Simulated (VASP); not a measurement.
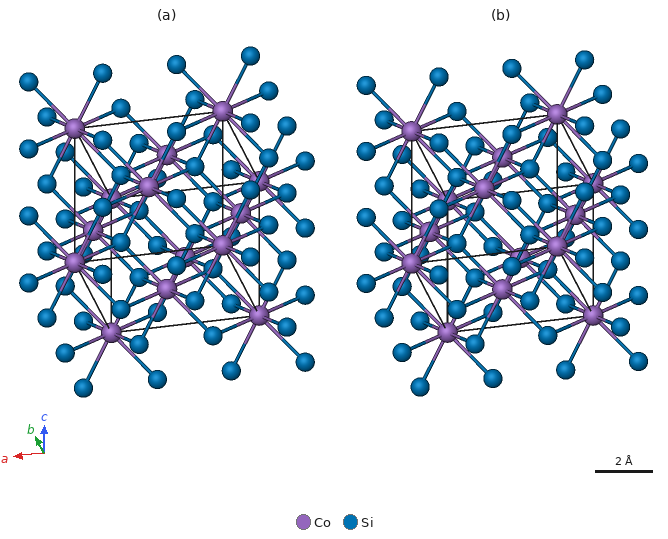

The structure of a crystal of CoSi$_{2}$ (set up in Fm-3m) before (left) and after (right) a relaxation, at one scale.

Style: ball-and-stick. Shown: the conventional cell (4 times the calculation's cell), from a free direction. Lengths and directions refer to the drawn axes.

The run lets cell and atoms move.

Theory: Kohn-Sham DFT of a periodic cell, LDA, VASP PAW LDA potentials, recommended (VASP 6.6.1).

Input file:
```
SYSTEM = CoSi2
ALGO = Normal
EDIFF = 1E-6
EDIFFG = -0.01
ENCUT = 600
IBRION = 2
ISIF = 3
ISMEAR = 1
LASPH = .TRUE.
LCHARG = .FALSE.
LREAL = .FALSE.
LWAVE = .FALSE.
NELM = 80
NSW = 90
PREC = Accurate
SIGMA = 0.1
```

Command:
```bash
cat potpaw_LDA.64/Co/POTCAR potpaw_LDA.64/Si/POTCAR > POTCAR
mpirun -np 1 vasp_std > vasp.out
```

Describe what moved and what it gained.

Answer. No atom moves by more than 0.005 Å relative to the cell. The volume changes by −4.5 %, with a = b = c 5.356 → 5.275 Å (−1.5 %). Near-neighbour distances that change, for instance: Co–Si 2.319 → 2.284 Å. The space group stays Fm-3m (No. 225). The energy falls by 15.4 meV per atom in 3 geometry steps. All forces vanish by symmetry, so only the cell relaxes. Pressure: −8.38 GPa at the start and −0.01 GPa at the end. At step 1 the optimiser overshot: the energy rose above the start, and later steps came back.

Limits of the set-up: an element that often carries a moment was run without spin polarisation.
